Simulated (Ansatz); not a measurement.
## Two runs on CoO

System: CoO (Pm-3m, 2 atoms in the cell).
Method of run 1: Kohn-Sham DFT of a periodic cell, HSEsol, Ansatz PAW, spin-polarised (Ansatz 0.2.0).

The structure was built on a prototype by a generator; it need not be a known phase. Text and figures count atoms from 1; the logs count them from 0 in places.

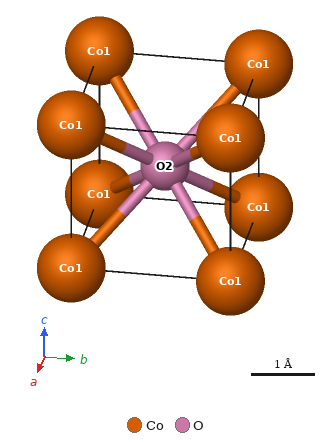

**Figure 1.** The structure as given in the input (ball-and-stick view of the cell of the calculation, seen at an oblique angle; atoms are numbered from 1 in the order of the input). An atom can appear more than once, as a periodic image. Near neighbours in the periodic cell (some may lie outside the picture): Co has 8 O at 2.23 Å; O has 8 Co at 2.23 Å.

### Input, run 1
```yaml
crystal:
  lattice:
    - [2.57052631, 0.0, 0.0]
    - [0.0, 2.57052631, 0.0]
    - [0.0, 0.0, 2.57052631]
  atoms:
    - { symbol: Co, position: [0.0, 0.0, 0.0], spin: 2.0 }
    - { symbol: O, position: [0.5, 0.5, 0.5] }
hamiltonian:
  xc:
    exchange: hjs_pbesol
    correlation: pbesol
    exx: { coeff: 0.25, omega: 0.207 }
  pseudopotentials: { kind: paw }
magnetization:
  spin_polarized: true
kpoints:
  mp_grid: { grid: [5, 5, 5] }
scf:
  occupations: { method: fermi_dirac, width: 0.05 }
output:
  forces: true
  stress: true
  eigenvalues: true
relax:
  f_tol: 0.01
  max_steps: 40
  cell: { stress_tol: 0.05 }
```

Hardware: 1 × NVIDIA H100 80GB HBM3, 2 threads of AMD EPYC (Zen 3), 1656 GiB of memory available, shared host.

### Output, shortened to warnings, some set-up lines, iterations and results (run 1)
```
Basis set: ecut = 420 eV, 341 PW (Γ), exchange–correlation on 36×36×36 points (8 copies of the dense FFT grid, shifted against one another)
Symmetry: 48 space group operations
k-points: 10 of 125
Initial density: superposition of atomic densities (chi_scale 0.1, normalization cell, long waves kept (reshape's long-wave potential 0.00 eV rms))
[...]
SCF iter   1: F=—  HF=-5656.463581 eV  |F-HF|=—  |Δ(HF+E_count)|=         —  Δρ=4.45e-1 (↑1.94e-1 ↓4.45e-1)  dr2=5.57e1  dr2_m=3.72e0  M=0.531 μB ∫|m|=0.533 μB  β_m=0.30  …
SCF iter   2: F=—  HF=-5663.036237 eV  |F-HF|=—  |Δ(HF+E_count)|=    6.57e0  Δρ=4.24e-1 (↑3.23e-1 ↓4.24e-1)  dr2=6.51e1  dr2_m=7.41e-1  M=2.195 μB ∫|m|=2.195 μB  β_m=1.00  …
SCF iter   3: F=—  HF=-5652.141092 eV  |F-HF|=—  |Δ(HF+E_count)|=    1.09e1  Δρ=1.80e-1 (↑8.70e-2 ↓1.80e-1)  dr2=5.44e0  dr2_m=1.53e0  M=3.012 μB ∫|m|=3.012 μB  β_m=1.00  …
SCF iter   4: F=—  HF=-5651.366537 eV  |F-HF|=—  |Δ(HF+E_count)|=   7.75e-1  Δρ=6.60e-2 (↑6.60e-2 ↓5.26e-2)  dr2=1.81e0  dr2_m=1.86e-2  M=3.000 μB ∫|m|=3.000 μB  β_m=0.30  …
SCF iter   5: F=—  HF=-5651.384588 eV  |F-HF|=—  |Δ(HF+E_count)|=   1.81e-2  Δρ=3.09e-2 (↑3.09e-2 ↓1.56e-2)  dr2=6.46e-2  dr2_m=6.36e-2  M=2.965 μB ∫|m|=2.966 μB  β_m=0.30  …
[... 169 lines ...]
SCF 21 converged in 7 iterations: F = -5662.541736 eV  dr2 = 2.80e-13
SCF iter   1: F=—  HF=-5662.541737 eV  |F-HF|=—  |Δ(HF+E_count)|=         —  Δρ=8.50e-7 (↑6.87e-7 ↓8.50e-7)  dr2=3.28e-10  dr2_m=2.98e-12  M=3.000 μB ∫|m|=3.033 μB  β_m=0.30  …
SCF iter   2: F=-5662.541737 eV  HF=-5662.541737 eV  |F-HF|=1.09e-11  |Δ(HF+E_count)|=  7.91e-11  Δρ=2.75e-7 (↑2.75e-7 ↓2.41e-7)  dr2=1.60e-11  dr2_m=4.45e-13  M=3.000 μB …
SCF 22 converged in 2 iterations: F = -5662.541737 eV  dr2 = 1.60e-11
relax step   7: F+E_penalty+E_count = -5662.54173659 eV  Δ(F+E_penalty+E_count) = -2.854e-4 eV  max|allowed force component| = 4.308e-26 eV/Å  Δτ_max = 0.0000 Å  P = +0.002 …
basis re-selected at this cell: Δ(F+E_penalty+E_count) = -2.854e-4 eV, ΔP = -0.004 GPa vs the last step (what re-selecting the basis moved, of the pressure what is left beyond the Pulay correction that the steps carried, after the strain that the cell walked since its last selection, with what the …
hybrid SCF converged: 2 outer / 9 inner (+0 warm-up), last move |dexx| = 2.28e-11 eV, tail = 3.66e-11 eV
Magnetization: 3.0000 μB (13.0000 up, 10.0000 down)
Absolute magnetization: 3.0308 μB (∫|ρ↑−ρ↓|, with the PAW one-centre terms)
Spin contamination: 0.0062 ħ² per cell (⟨S²⟩ above its minimum at these occupations)
Per-site moments (μB) at R_I (Å): [(2.640447780592389, 0.9250843618697523), (0.29970536371488554, 0.9250843618697523)]
Free energy (F): -5662.541737 eV
Frozen-core exchange: fock
Harris-Foulkes:  -5662.541737 eV  (|F-HF|=1.09e-11)
Internal energy: -5662.541737 eV  (E = F + TS)
E sigma→0 (E₀):  -5662.541737 eV
Fermi energy:    15.512099 eV
--- Per-component energies (eV) ---
  E_band       = -335.231580
  E_kinetic    = 619.063481
  E_local      = -3227.611087  (includes V_loc(G=0)·N_el)
  E_nonlocal   = 519.176163
  E_hartree    = 1324.910596
  E_xc         = -181.125974
  E_vxc        = -231.859621  (∫ρ·V_xc dr)
  E_exx        = -105.810809  (= α·E_x^exact, valence–valence)
  E_paw        = -1592.429736  (= ΣΔE_a)
  E_vpaw       = -452.202802  (= ΣTr[D̂ρ^β])
  E_aug_tail   = 0.002648  (compensation charges beyond the density's cutoff)
  E_ewald      = -3018.641475
  E_core_change = -0.075544  (= ΣΔE_core)
  E_smearing   = -0.000000  (= −TS)
  E_closure    = 0.000000  (closes the sum)
  Σ components = -5662.541737   (vs F -5662.541737, Δ=0.00e0)
--- Forces (eV/Å), atoms counted from 1 ---
  atom   1  Co    -0.00000000     0.00000000    -0.00000000
  atom   2  O     -0.00000000     0.00000000    -0.00000000
  max |Σ_I F_I| component: 1.21e-25 eV/Å
--- Stress (GPa, compression-positive) ---
        0.001681      -0.000000       0.000000
       -0.000000       0.001681       0.000000
        0.000000       0.000000       0.001681
  P = ⅓ Tr σ = 0.0017 GPa (0.017 kbar)
--- Relaxed structure (5 steps of the walk, 5 accepted, 2 SCFs on fresh bases) ---
  F+E_penalty+E_count = -5662.54173659 eV   max|allowed force component| = 4.308e-26 eV/Å   (the final SCF, on the basis selected at the relaxed cell)
[...]
```

The input of run 2 differs as follows (lines with − go, lines with + come):
```diff
-  xc:
-    exchange: hjs_pbesol
-    correlation: pbesol
-    exx: { coeff: 0.25, omega: 0.207 }
+  xc: { exchange: pbesol, correlation: pbesol, exx: { coeff: 0.25 } }
```

How does run 2 compare with run 1?

The total energies belong to different methods, so their difference says nothing on which is more stable or more accurate. The gap on the mesh goes from 3.11 to 3.86 eV.

### Output, shortened to warnings, some set-up lines, iterations and results (run 2)
```
Basis set: ecut = 420 eV, 341 PW (Γ), exchange–correlation on 36×36×36 points (8 copies of the dense FFT grid, shifted against one another)
Symmetry: 48 space group operations
k-points: 10 of 125
Initial density: superposition of atomic densities (chi_scale 0.1, normalization cell, long waves kept (reshape's long-wave potential 0.00 eV rms))
[...]
SCF iter   1: F=—  HF=-5656.463515 eV  |F-HF|=—  |Δ(HF+E_count)|=         —  Δρ=4.45e-1 (↑1.94e-1 ↓4.45e-1)  dr2=5.57e1  dr2_m=3.72e0  M=0.531 μB ∫|m|=0.533 μB  β_m=0.30  …
SCF iter   2: F=—  HF=-5663.036169 eV  |F-HF|=—  |Δ(HF+E_count)|=    6.57e0  Δρ=4.24e-1 (↑3.23e-1 ↓4.24e-1)  dr2=6.51e1  dr2_m=7.41e-1  M=2.195 μB ∫|m|=2.195 μB  β_m=1.00  …
SCF iter   3: F=—  HF=-5652.141018 eV  |F-HF|=—  |Δ(HF+E_count)|=    1.09e1  Δρ=1.80e-1 (↑8.70e-2 ↓1.80e-1)  dr2=5.44e0  dr2_m=1.53e0  M=3.012 μB ∫|m|=3.012 μB  β_m=1.00  …
SCF iter   4: F=—  HF=-5651.366463 eV  |F-HF|=—  |Δ(HF+E_count)|=   7.75e-1  Δρ=6.60e-2 (↑6.60e-2 ↓5.26e-2)  dr2=1.81e0  dr2_m=1.86e-2  M=3.000 μB ∫|m|=3.000 μB  β_m=0.30  …
SCF iter   5: F=—  HF=-5651.384515 eV  |F-HF|=—  |Δ(HF+E_count)|=   1.81e-2  Δρ=3.09e-2 (↑3.09e-2 ↓1.56e-2)  dr2=6.46e-2  dr2_m=6.36e-2  M=2.965 μB ∫|m|=2.966 μB  β_m=0.30  …
[... 188 lines ...]
SCF 25 converged in 2 iterations: F = -5662.647832 eV  dr2 = 1.05e-12
SCF iter   1: F=—  HF=-5662.647832 eV  |F-HF|=—  |Δ(HF+E_count)|=         —  Δρ=1.26e-7 (↑1.26e-7 ↓8.66e-8)  dr2=6.96e-13  dr2_m=1.00e-12  M=3.000 μB ∫|m|=3.033 μB  β_m=0.30  …
SCF iter   2: F=-5662.647832 eV  HF=-5662.647832 eV  |F-HF|=1.82e-12  |Δ(HF+E_count)|=    0.00e0  Δρ=8.13e-8 (↑8.13e-8 ↓6.00e-8)  dr2=3.00e-13  dr2_m=5.09e-13  M=3.000 μB …
SCF 26 converged in 2 iterations: F = -5662.647832 eV  dr2 = 3.00e-13
relax step   7: F+E_penalty+E_count = -5662.64783206 eV  Δ(F+E_penalty+E_count) = -1.182e-11 eV  max|allowed force component| = 3.366e-27 eV/Å  Δτ_max = 0.0000 Å  P = +0.003 …
basis re-selected at this cell: Δ(F+E_penalty+E_count) = -1.182e-11 eV, ΔP = +0.002 GPa vs the last step (what re-selecting the basis moved, of the pressure what is left beyond the Pulay correction that the steps carried, after the strain that the cell walked since its last selection, with what the …
hybrid SCF converged: 2 outer / 4 inner (+0 warm-up), last move |dexx| = 8.53e-14 eV, tail = 2.29e-12 eV
Magnetization: 3.0000 μB (13.0000 up, 10.0000 down)
Absolute magnetization: 3.0306 μB (∫|ρ↑−ρ↓|, with the PAW one-centre terms)
Spin contamination: 0.0061 ħ² per cell (⟨S²⟩ above its minimum at these occupations)
Per-site moments (μB) at R_I (Å): [(2.642368619390197, 0.9248532296427013), (0.29756143458264733, 0.9248532296427013)]
Free energy (F): -5662.647832 eV
Frozen-core exchange: fock
Harris-Foulkes:  -5662.647832 eV  (|F-HF|=1.82e-12)
Internal energy: -5662.647832 eV  (E = F + TS)
E sigma→0 (E₀):  -5662.647832 eV
Fermi energy:    15.501440 eV
--- Per-component energies (eV) ---
  E_band       = -344.738690
  E_kinetic    = 619.039057
  E_local      = -3226.170556  (includes V_loc(G=0)·N_el)
  E_nonlocal   = 519.124579
  E_hartree    = 1324.242496
  E_xc         = -175.074296
  E_vxc        = -225.825005  (∫ρ·V_xc dr)
  E_exx        = -115.393474  (= α·E_x^exact, valence–valence)
  E_paw        = -1588.946338  (= ΣΔE_a)
  E_vpaw       = -448.607468  (= ΣTr[D̂ρ^β])
  E_aug_tail   = 0.002648  (compensation charges beyond the density's cutoff)
  E_ewald      = -3019.395871
  E_core_change = -0.076077  (= ΣΔE_core)
  E_smearing   = -0.000000  (= −TS)
  E_closure    = -0.000000  (closes the sum)
  Σ components = -5662.647832   (vs F -5662.647832, Δ=-9.09e-13)
--- Forces (eV/Å), atoms counted from 1 ---
  atom   1  Co    -0.00000000    -0.00000000     0.00000000
  atom   2  O     -0.00000000     0.00000000    -0.00000000
  max |Σ_I F_I| component: 4.64e-27 eV/Å
--- Stress (GPa, compression-positive) ---
        0.002583      -0.000000      -0.000000
       -0.000000       0.002583       0.000000
       -0.000000       0.000000       0.002583
  P = ⅓ Tr σ = 0.0026 GPa (0.026 kbar)
--- Relaxed structure (5 steps of the walk, 5 accepted, 2 SCFs on fresh bases) ---
  F+E_penalty+E_count = -5662.64783206 eV   max|allowed force component| = 3.366e-27 eV/Å   (the final SCF, on the basis selected at the relaxed cell)
[...]
```

### The two runs side by side

| quantity | run 1 | run 2 |
| --- | --- | --- |
| outcome | converged | converged |
| free energy per atom (eV) | −2831.2709 | −2831.3239 |
| gap on the mesh (eV) | 3.11 | 3.86 |
| net moment of the cell (μB) | 3.00 | 3.00 |
| absolute moment of the cell (μB) | 3.03 | 3.03 |
| pressure (GPa) | 0.00 | 0.00 |
| volume per atom (Å³) | 8.68 | 8.68 |
| largest force (eV/Å) | 0.000 | 0.000 |
| irreducible k-points | 10 | 10 |
| wall time (shared host) | 3.1 min | 2.3 min |

For both runs: Warnings: the state was not tested for a lower one. Points of doubt noted for this run: state may lie high. For run 2: Semilocal DFT without U tends to delocalise the d electrons of such compounds and to underestimate the gap.
